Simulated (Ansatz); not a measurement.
# Au: single-point calculation (part 2 of 2)

The same run, continued: Au (slab, 15 atoms in the cell); DFT PBE, scalar-relativistic, plane waves, PAW, no spin polarisation (Ansatz 0.2.0); cutoff 420 eV, 8×4×1 k-mesh, Gaussian smearing of 0.1 eV. The structure derives from an entry of the Crystallography Open Database. It belongs to a series of runs on one base structure; here: the film alone at its places in the stack.

Geometry of the input (Å; fractional positions):
```
4.2144  0.0000  0.0000
0.0000  8.4288  0.0000
0.0000  0.0000  30.3937
Au -0.0035  0.2522  0.5551
Au -0.0035  0.9210  0.5515
Au -0.0035  0.5832  0.5515
Au 0.4960  0.4216  0.6018
Au 0.4960  0.0860  0.6018
Au 0.4959  0.7539  0.6020
Au 0.9952  0.5888  0.6511
Au 0.9950  0.2561  0.6524
Au 0.9952  0.9231  0.6511
Au 0.4940  0.7595  0.7037
Au 0.4940  0.4263  0.7045
Au 0.4940  0.0928  0.7046
Au 0.9936  0.9267  0.7475
Au 0.9936  0.5941  0.7475
Au 0.9936  0.2605  0.7480
```

### Log, continued
```
  k-point 1: bands = ["-104.1844", "-104.1804", "-104.1774", "-104.1611", "-104.1568", "-104.1539", "-104.1457", "-104.1429", "-104.1242", "-103.7049", "-103.6980", "-103.6949", "-103.6455", "-103.5315", "-103.5286", "-55.7328", "-55.7195", "-55.6910", "-55.6788", "-55.6682", "-55.6595", "-55.6528", "-55.6354", "-55.6281", "-55.6235", "-55.6195", "-55.6156", "-55.6078", "-55.6046", "-55.5991", "-55.5930", "-55.5921", "-55.5788", "-55.5781", "-55.5757", "-55.5711", "-55.5697", "-55.5553", "-55.5538", "-55.5518",
      "-55.5409", "-55.5394", "-55.3004", "-55.2336", "-55.2096", "-55.1653", "-55.1559", "-55.1508", "-55.1480", "-55.0987", "-55.0897", "-55.0868", "-55.0850", "-55.0797", "-55.0388", "-55.0233", "-54.9700", "-54.9651", "-54.9325", "-54.9264", "-7.4266", "-6.2137", "-5.9383", "-5.2158", "-5.1985", "-5.1445", "-5.0436", "-4.9168", "-4.7750", "-4.7596", "-4.7091", "-4.5549", "-4.5181", "-4.3838", "-4.3039", "-4.2834", "-4.2471", "-4.0618", "-3.9734", "-3.9522",
      "-3.9157", "-3.8158", "-3.7741", "-3.6740", "-3.6575", "-3.5878", "-3.5797", "-3.4993", "-3.4449", "-3.3715", "-3.3530", "-3.1878", "-3.1401", "-3.0485", "-2.9743", "-2.8638", "-2.7715", "-2.7073", "-2.7057", "-2.5813", "-2.5409", "-2.4881", "-2.3467", "-2.2530", "-2.2112", "-2.1744", "-2.1006", "-2.0515", "-2.0394", "-1.9343", "-1.9170", "-1.9050", "-1.7760", "-1.7704", "-1.7298", "-1.6968", "-1.5281", "-1.4856", "-1.4367", "-1.4117",
      "-1.3596", "-1.3436", "-1.2511", "-1.2319", "-1.2148", "-1.2018", "-1.1846", "-1.1738", "-1.1584", "-1.1329", "-0.9696", "-0.9588", "-0.8214", "-0.7929", "-0.7413", "-0.6867", "-0.6828", "-0.6104", "-0.5965", "-0.3353", "0.1803", "0.3029", "0.3910", "1.5923", "2.0247", "2.7991", "3.3843", "3.7510", "4.1632", "4.2571", "5.0970", "5.1866", "5.7873", "6.0050", "6.1345", "6.1884", "6.2400", "6.2815", "6.3315", "6.6627",
      "6.7915", "7.0229", "7.2381", "7.5847", "7.6692", "7.6826", "7.7768", "7.8652", "8.0237", "8.0582", "8.4749"]
  k-point 2: bands = ["-104.1841", "-104.1810", "-104.1770", "-104.1608", "-104.1574", "-104.1536", "-104.1456", "-104.1430", "-104.1242", "-103.7048", "-103.6983", "-103.6947", "-103.6455", "-103.5315", "-103.5286", "-55.7427", "-55.7299", "-55.7018", "-55.6712", "-55.6707", "-55.6322", "-55.6307", "-55.6299", "-55.6258", "-55.6228", "-55.6211", "-55.6196", "-55.6068", "-55.6011", "-55.5987", "-55.5957", "-55.5918", "-55.5915", "-55.5809", "-55.5707", "-55.5702", "-55.5687", "-55.5642", "-55.5545", "-55.5517",
      "-55.5517", "-55.5395", "-55.3106", "-55.2144", "-55.1971", "-55.1915", "-55.1558", "-55.1511", "-55.1478", "-55.0983", "-55.0879", "-55.0850", "-55.0791", "-55.0718", "-55.0401", "-55.0351", "-54.9701", "-54.9650", "-54.9326", "-54.9263", "-6.9450", "-6.9205", "-5.5465", "-5.4854", "-5.2245", "-5.0378", "-4.9929", "-4.8338", "-4.7972", "-4.7886", "-4.5320", "-4.5057", "-4.3912", "-4.3832", "-4.3072", "-4.2708", "-4.0548", "-4.0449", "-3.9896", "-3.9831",
      "-3.9192", "-3.9169", "-3.8109", "-3.7727", "-3.6421", "-3.5903", "-3.5356", "-3.4741", "-3.4686", "-3.4470", "-3.3344", "-3.3072", "-3.2286", "-3.2179", "-3.1259", "-2.8908", "-2.8849", "-2.8579", "-2.8569", "-2.7956", "-2.6254", "-2.5132", "-2.4927", "-2.2325", "-2.1916", "-2.1609", "-2.1543", "-2.0478", "-2.0242", "-1.9393", "-1.8942", "-1.8895", "-1.7591", "-1.7353", "-1.5700", "-1.5656", "-1.5257", "-1.4897", "-1.4618", "-1.3756",
      "-1.3605", "-1.3563", "-1.3237", "-1.3171", "-1.2767", "-1.2415", "-1.2358", "-1.1344", "-1.1121", "-1.1059", "-1.0395", "-0.9327", "-0.9233", "-0.9206", "-0.8072", "-0.6991", "-0.5600", "-0.5456", "-0.4041", "-0.1108", "-0.0760", "1.6201", "1.7437", "2.0817", "2.1015", "2.1652", "2.3698", "3.0435", "4.6319", "4.7003", "4.8457", "4.8678", "5.0690", "5.8248", "6.1650", "6.1801", "6.2092", "6.2103", "6.6393", "6.6415",
      "6.8479", "6.8979", "7.0510", "7.0580", "7.2887", "7.3012", "7.9731", "7.9744", "8.1201", "8.3703", "8.3846"]
  k-point 17: bands = ["-104.1839", "-104.1808", "-104.1770", "-104.1607", "-104.1572", "-104.1535", "-104.1459", "-104.1432", "-104.1243", "-103.7048", "-103.6983", "-103.6947", "-103.6455", "-103.5315", "-103.5286", "-55.7486", "-55.7374", "-55.7070", "-55.6618", "-55.6606", "-55.6556", "-55.6534", "-55.6328", "-55.6323", "-55.6230", "-55.6215", "-55.6209", "-55.5969", "-55.5938", "-55.5929", "-55.5921", "-55.5905", "-55.5858", "-55.5792", "-55.5767", "-55.5729", "-55.5723", "-55.5573", "-55.5550", "-55.5497",
      "-55.5428", "-55.5391", "-55.3061", "-55.2129", "-55.1973", "-55.1915", "-55.1573", "-55.1529", "-55.1445", "-55.0967", "-55.0858", "-55.0851", "-55.0801", "-55.0717", "-55.0404", "-55.0342", "-54.9706", "-54.9646", "-54.9319", "-54.9266", "-5.3098", "-5.2468", "-5.2149", "-5.1735", "-5.1582", "-5.1018", "-4.9901", "-4.9866", "-4.6281", "-4.5990", "-4.4766", "-4.2873", "-4.2678", "-4.1893", "-4.1445", "-4.0003", "-3.9425", "-3.9371", "-3.9291", "-3.8420",
      "-3.7985", "-3.5321", "-3.4782", "-3.4260", "-3.4014", "-3.3892", "-3.3739", "-3.3509", "-3.3289", "-3.3069", "-3.1451", "-3.1338", "-3.0991", "-3.0970", "-3.0584", "-2.9067", "-2.8972", "-2.8870", "-2.8826", "-2.8044", "-2.7582", "-2.6841", "-2.6091", "-2.5968", "-2.5866", "-2.5828", "-2.3350", "-2.3251", "-2.2099", "-2.0469", "-2.0302", "-2.0250", "-1.9680", "-1.9445", "-1.9225", "-1.8467", "-1.8030", "-1.7984", "-1.7897", "-1.7658",
      "-1.7528", "-1.7072", "-1.6066", "-1.3216", "-1.2899", "-1.2774", "-1.2756", "-1.2595", "-1.0692", "-1.0434", "-0.7748", "-0.7533", "-0.6582", "-0.6101", "-0.6021", "-0.5780", "-0.4746", "-0.4672", "-0.4639", "0.0993", "0.1014", "0.7764", "0.8060", "1.7455", "1.8575", "1.8824", "1.9668", "2.8337", "2.8438", "3.8446", "3.8591", "4.0490", "4.4062", "4.5474", "4.6424", "4.8550", "5.2578", "5.2875", "6.3464", "6.4195",
      "6.4590", "7.1085", "7.1561", "7.8380", "7.8495", "8.2368", "8.4283", "8.4387", "8.5440", "8.5460", "8.6195"]
```

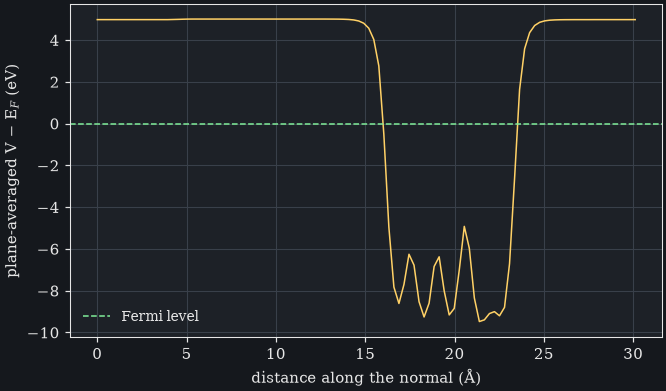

Figure 1. Plane average of the electrostatic potential energy of an electron across the cell, from the Fermi level. The vacuum level lies 4.97 eV above the Fermi level on the upper side and 5.00 eV on the lower.

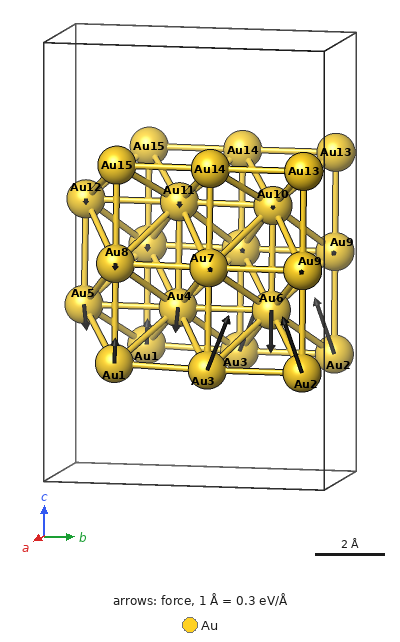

Figure 2. Forces on the atoms as black arrows (ball-and-stick view of the cell of the calculation, with the vacuum cut short, seen slightly off an axis; atoms are numbered from 1 in the order of the input); the smallest are left out. The largest act on Au2, Au3 (0.53 eV/Å); Au6 (0.39 eV/Å); Au5 (0.24 eV/Å); Au1, Au4 (0.23 eV/Å). The geometry is not a stationary point of this energy.

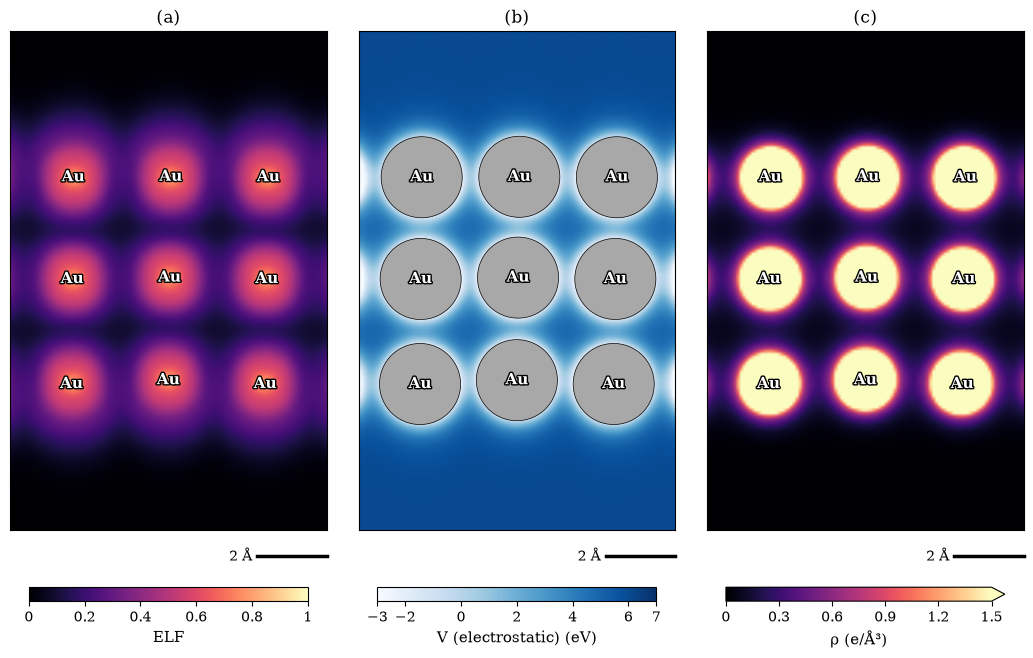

Figure 3. (a) ELF; (b) electrostatic potential energy of an electron; (c) valence electron density on the (100) plane of the calculation cell, a cut from vacuum to vacuum. Grey discs, where drawn, cover atomic cores. The section cuts through Au sites. Au–Au (2.79 Å): the density is about 0.32 e/Å³ at the midpoint; the ELF is about 0.25 at the midpoint (no shared electron pair). Au–Au (2.91 Å): ρ is about 0.26 e/Å³ halfway; the ELF is about 0.20 at the midpoint (no localised pair between them). Au–Au (2.96 Å): ρ is about 0.24 e/Å³ halfway; the ELF is about 0.20 at the midpoint (no localised pair between them). Au–Au (2.96 Å): the density is about 0.24 e/Å³ at the midpoint; the ELF is about 0.20 at the midpoint; no shared electron pair. Au–Au (3.03 Å): ρ is about 0.21 e/Å³ halfway; the ELF is about 0.15 at the midpoint; no localised pair between them. The density dies away to nearly zero in the vacuum. The strong features right at Au lie inside the PAW spheres (semicore, d or f shells) and say nothing about bonding. In a PAW calculation such maps are meaningful between the atoms, not at the nuclei.

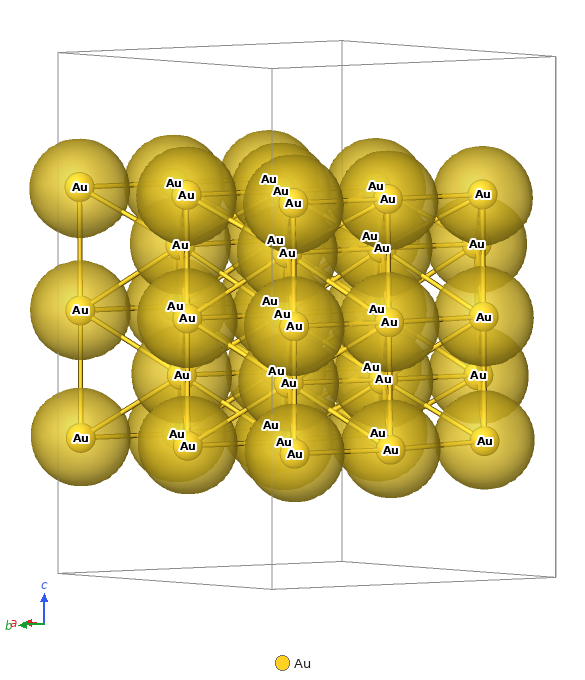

Figure 4. Isosurface of the valence pseudo-density at 0.4 e/Å³ (yellow), seen at an oblique angle. Sticks mark near contacts. At this value the density breaks into separate islands; it holds about 85 % of the electrons treated as valence (semicore included). It is pinched off along the Au–Au (2.79 Å), Au–Au (2.85 Å), Au–Au (2.90 Å) and Au–Au (2.94 Å) contacts. On the grid the lowest density along these lines, outside the cores, is 0.32 e/Å³ (Au–Au, 2.79 Å), 0.31 e/Å³ (Au–Au, 2.85 Å), 0.28 e/Å³ (Au–Au, 2.90 Å) and 0.26 e/Å³ (Au–Au, 2.94 Å).

### Results in brief

```csv
quantity,value
outcome,converged
electrons treated,285
free energy,−197235.8785 eV
"work function, top face",4.97 eV
"work function, bottom face",5.00 eV
Fermi energy,1.019 eV
gap on the k-point mesh,none (metallic)
work function (upper face),4.97 eV
largest force (length of the vector),0.533 eV/Å
wall time,75 s (CPU time 9.6 min)
peak memory,6.8 GiB
```

### Remarks

Warnings of the run: the exchange-correlation potential is rough where the density is thin. Spin–orbit coupling is left out, which matters for Au.
